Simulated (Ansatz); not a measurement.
**Run report: ZnSe, single-point calculation (part 2 of 2)**

Continued. System: ZnSe (slab, 16 atoms in the cell). Method: DFT PBE+D3(BJ), scalar-relativistic, plane waves, PAW, no spin polarisation (Ansatz 0.2.0); cutoff 420 eV, 2×3×1 k-mesh, Gaussian smearing of 0.05 eV. The structure derives from an entry of the Crystallography Open Database. It belongs to a series of runs on one base structure; here: the slab at its places in the relaxed adsorbed structure.

Geometry of the input (Å; fractional positions):
```
7.9973  0.0000  0.0000
0.0000  5.6549  0.0000
0.0000  0.0000  27.1580
Zn 0.2500  0.5000  0.2946
Zn 0.7500  0.5000  0.2946
Se 0.5000  0.2500  0.2946
Se 0.0000  0.2500  0.2946
Zn 0.5000  0.0000  0.3682
Zn 0.0000  0.0000  0.3682
Se 0.7500  0.7500  0.3682
Se 0.2500  0.7500  0.3682
Zn 0.7500  0.5028  0.4451
Zn 0.2500  0.5059  0.4457
Se 0.0007  0.2539  0.4420
Se 0.4993  0.2539  0.4420
Zn 0.0004  -0.0678  0.4991
Zn 0.4997  -0.0678  0.4991
Se 0.2500  0.7285  0.5229
Se 0.7500  0.7279  0.5215
```

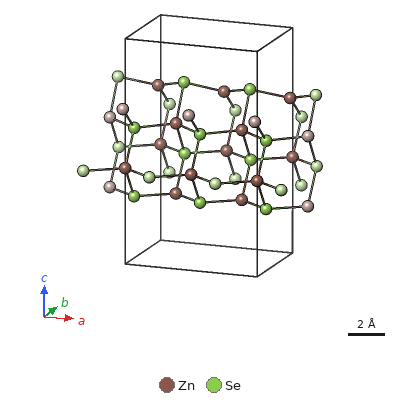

**Figure 1.** The input geometry (ball-and-stick view of the cell of the calculation, with the vacuum cut short, seen slightly off an axis; neighbours outside the cell are drawn fainter). An atom can appear more than once, as a periodic image.

**What the program printed, continued**
```
  k-point 1: bands = ["-48.7035", "-48.7029", "-48.6972", "-48.6958", "-48.6948", "-48.6942", "-48.6941", "-48.6940", "-48.6867", "-48.6866", "-48.6848", "-48.6847", "-48.6800", "-48.6777", "-48.6766", "-48.6742", "-48.6606", "-48.6604", "-48.6570", "-48.6569", "-48.3464", "-48.3401", "-48.3304", "-48.3239", "-48.3120", "-48.2945", "-48.2945", "-48.2880", "-48.2758", "-48.2692", "-48.1531", "-48.1529", "-48.1515", "-48.1514", "-48.0669", "-48.0669", "-48.0462", "-48.0461", "-48.0245", "-48.0244", "-14.6544", "-14.3279", "-14.2144", "-14.1442", "-13.9826", "-13.6837", "-13.6721", "-13.3912", "-8.3903", "-8.3368", "-8.3204", "-8.2796", "-8.2585", "-8.2538", "-8.2420", "-8.2352", "-8.2301", "-8.2282", "-8.2271", "-8.1946", "-8.1873", "-8.1703", "-8.1639", "-8.1472", "-8.1457", "-8.1415", "-8.0783", "-8.0705", "-8.0650", "-8.0517", "-8.0486", "-8.0264", "-8.0059", "-8.0047", "-7.9877", "-7.9789", "-7.9743", "-7.9444", "-7.9407", "-7.9351", "-7.9172", "-7.9005", "-7.8865", "-7.8641", "-7.8402", "-7.8367", "-7.7469", "-7.7411", "-6.7066", "-6.4919", "-6.3836", "-6.1242", "-6.0802", "-6.0421", "-5.1223", "-4.3068", "-4.1932", "-4.1726", "-3.9271", "-3.6804", "-3.3710", "-3.2927", "-3.2181", "-3.0823", "-3.0397", "-2.7559", "-2.7546", "-2.4873", "-2.3959", "-2.2671", "-2.2104", "-2.0814", "0.2674", "0.3632", "1.1054", "1.3379", "1.3705", "1.8091", "2.1909", "2.2281", "2.2984", "2.5679", "2.7958", "3.1766", "3.2274", "3.6849", "3.9787", "4.0359", "4.0581", "4.3851", "4.4910", "4.6468", "4.8279", "5.0003", "5.0452"]
  k-point 2: bands = ["-48.7035", "-48.7029", "-48.6972", "-48.6958", "-48.6948", "-48.6942", "-48.6941", "-48.6940", "-48.6867", "-48.6866", "-48.6848", "-48.6847", "-48.6800", "-48.6777", "-48.6766", "-48.6742", "-48.6606", "-48.6605", "-48.6570", "-48.6569", "-48.3464", "-48.3401", "-48.3304", "-48.3239", "-48.3120", "-48.2945", "-48.2945", "-48.2880", "-48.2758", "-48.2692", "-48.1530", "-48.1530", "-48.1515", "-48.1515", "-48.0669", "-48.0669", "-48.0462", "-48.0462", "-48.0245", "-48.0244", "-14.6094", "-14.6087", "-14.1666", "-14.1651", "-13.7863", "-13.7859", "-13.4980", "-13.4980", "-8.3983", "-8.3978", "-8.3098", "-8.3080", "-8.2704", "-8.2685", "-8.2516", "-8.2482", "-8.2417", "-8.2416", "-8.1943", "-8.1937", "-8.1698", "-8.1668", "-8.1526", "-8.1509", "-8.1369", "-8.1368", "-8.1097", "-8.1097", "-8.0791", "-8.0775", "-8.0462", "-8.0451", "-8.0243", "-8.0228", "-8.0046", "-8.0040", "-7.9964", "-7.9941", "-7.9557", "-7.9536", "-7.9180", "-7.9174", "-7.9053", "-7.9049", "-7.8097", "-7.8033", "-7.6857", "-7.6846", "-6.3332", "-6.3327", "-5.8141", "-5.8071", "-5.2041", "-5.1749", "-4.6845", "-4.6756", "-4.3123", "-4.3067", "-4.0637", "-4.0634", "-3.9468", "-3.9439", "-3.6494", "-3.6426", "-3.1317", "-3.1306", "-3.0162", "-3.0042", "-2.6248", "-2.6074", "-2.1786", "-2.1781", "0.4133", "0.4270", "1.6528", "1.6596", "1.7922", "1.8020", "2.6079", "2.6149", "2.7388", "2.7625", "2.8809", "2.8956", "3.4025", "3.4098", "3.6563", "3.6615", "3.8700", "3.8787", "4.2031", "4.2073", "4.4339", "4.4362", "4.6435"]
  k-point 3: bands = ["-48.7035", "-48.7029", "-48.6972", "-48.6958", "-48.6948", "-48.6942", "-48.6941", "-48.6940", "-48.6867", "-48.6866", "-48.6848", "-48.6847", "-48.6800", "-48.6777", "-48.6766", "-48.6742", "-48.6606", "-48.6605", "-48.6570", "-48.6569", "-48.3464", "-48.3401", "-48.3304", "-48.3239", "-48.3120", "-48.2945", "-48.2945", "-48.2880", "-48.2758", "-48.2692", "-48.1530", "-48.1530", "-48.1515", "-48.1515", "-48.0669", "-48.0669", "-48.0462", "-48.0462", "-48.0245", "-48.0244", "-14.4668", "-14.4666", "-14.2165", "-14.2156", "-13.8409", "-13.8387", "-13.5364", "-13.5363", "-8.3569", "-8.3557", "-8.2882", "-8.2855", "-8.2582", "-8.2565", "-8.2382", "-8.2377", "-8.2208", "-8.2198", "-8.1943", "-8.1939", "-8.1786", "-8.1780", "-8.1669", "-8.1668", "-8.1437", "-8.1433", "-8.1084", "-8.1082", "-8.0709", "-8.0697", "-8.0436", "-8.0421", "-8.0301", "-8.0294", "-8.0083", "-8.0082", "-7.9910", "-7.9887", "-7.9420", "-7.9409", "-7.9160", "-7.9148", "-7.8945", "-7.8941", "-7.8218", "-7.8200", "-7.7968", "-7.7918", "-6.3093", "-6.2940", "-6.0111", "-6.0107", "-5.4650", "-5.4643", "-5.1155", "-5.1134", "-4.3127", "-4.3093", "-4.0971", "-4.0958", "-3.6311", "-3.6290", "-3.3083", "-3.2999", "-3.1335", "-3.1186", "-2.8431", "-2.8406", "-2.4999", "-2.4773", "-2.1224", "-2.1197", "0.4475", "0.4587", "1.8012", "1.8044", "2.0082", "2.0145", "2.4787", "2.4939", "2.9594", "3.0095", "3.6319", "3.6324", "3.9136", "3.9256", "4.1639", "4.1666", "4.2770", "4.2802", "4.5383", "4.5496", "4.7355", "4.7367", "4.8085"]
```

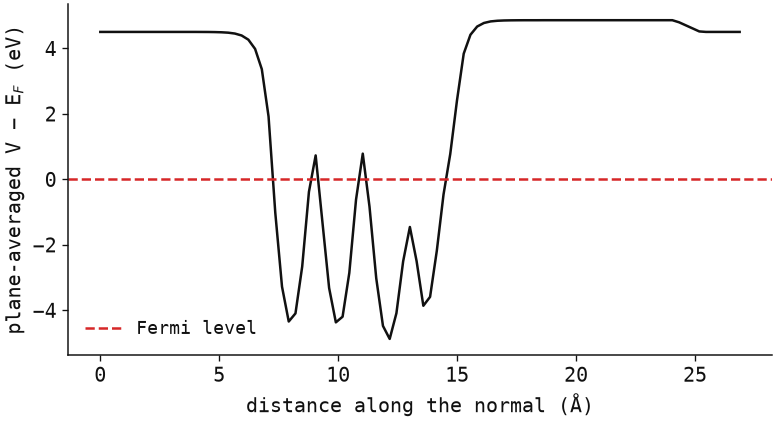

**Figure 2.** Plane average of the electrostatic potential energy of an electron across the cell, from the Fermi level. The vacuum level lies 4.86 eV above the Fermi level on the upper side and 4.50 eV on the lower.

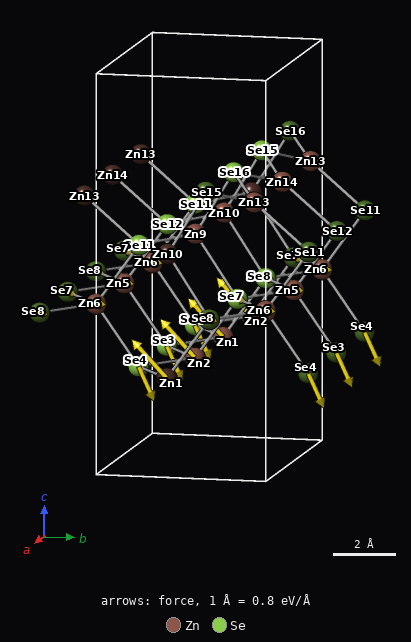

**Figure 3.** Forces on the atoms as yellow arrows (ball-and-stick view of the cell of the calculation, with the vacuum cut short, seen slightly off an axis; neighbours outside the cell are drawn fainter; atoms are numbered from 1 in the order of the input); the smallest are left out. The largest act on Zn1 (1.39 eV/Å); Zn2 (1.38 eV/Å); Se3, Se4 (1.03 eV/Å). The geometry is not a stationary point of this energy.

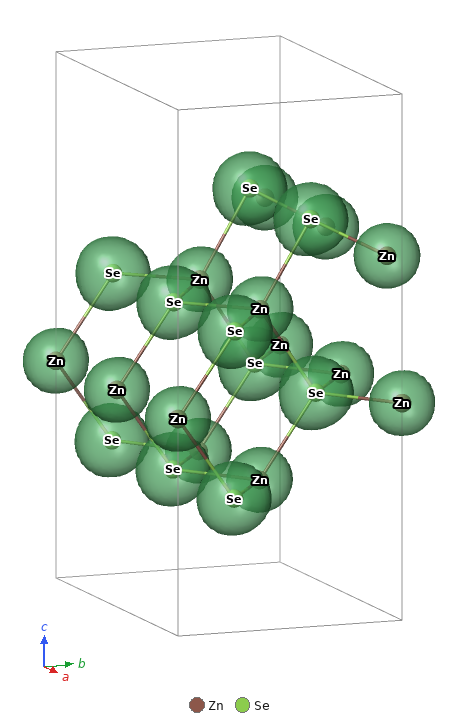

**Figure 4.** Isosurface of the valence charge density (pseudo) at 0.8 e/Å³ (green), seen slightly off an axis. Sticks mark near contacts. At this value the density breaks into separate islands; it holds about 75 % of the electrons treated as valence. It is pinched off along the Zn–Se (2.39 Å), Zn–Se (2.43 Å) and Zn–Se (2.51 Å) contacts. On the grid the lowest density along these lines, outside the cores, is 0.48 e/Å³ (Zn–Se, 2.39 Å), 0.44 e/Å³ (Zn–Se, 2.43 Å) and 0.38 e/Å³ (Zn–Se, 2.51 Å). In a PAW calculation such maps are meaningful between the atoms, not at the nuclei.

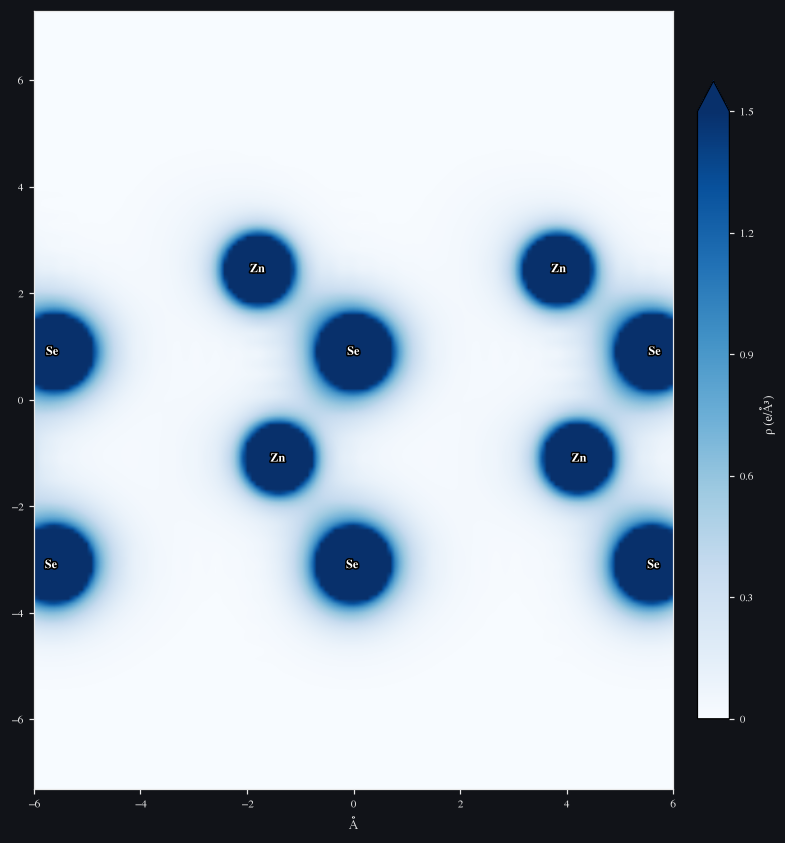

**Figure 5.** Valence pseudo-density on the (100) plane of the calculation cell, a cut from vacuum to vacuum. Atoms in the plane: Se and Zn. Zn–Se (2.39 Å): ρ at the midpoint is about 0.51 e/Å³. Zn–Se (2.45 Å): the density is about 0.46 e/Å³ at the midpoint. The density dies away to nearly zero in the vacuum.
